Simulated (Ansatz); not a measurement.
```
CELL_PARAMETERS angstrom
4.00294 0.00000 0.00000
0.00000 4.00294 0.00000
0.00000 0.00000 4.00294
ATOMIC_POSITIONS crystal
Bi 0.50000 0.50000 0.50000
S 0.00000 0.00000 0.00000
```

Space group Pm-3m; a generated structure, not necessarily the stable one; computed pressure about −11 GPa in this cell.

Level of theory: Ansatz, Kohn-Sham DFT of a periodic cell, PBE, Ansatz PAW.

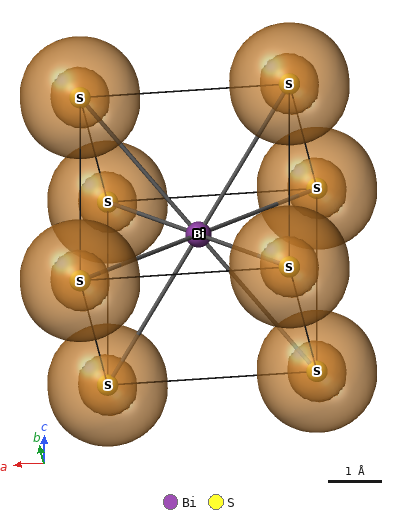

BiS. Isosurface of the ELF at 0.75 (orange), seen at an oblique angle. Core shells and regions of very low density are left out. Sticks mark near contacts.

Core electrons are frozen (PAW), and the valence fields are smoothed inside the atomic spheres.

What do the ELF domains correspond to?

Answer. The surface consists of one region wrapped around S (its valence shell), counted in one cell of 2 atoms. Regions shared between cells count once.

Values along the shortest contacts:
Bi–S (3.47 Å): the ELF is about 0.20 at the midpoint (no shared electron pair shows on this line).
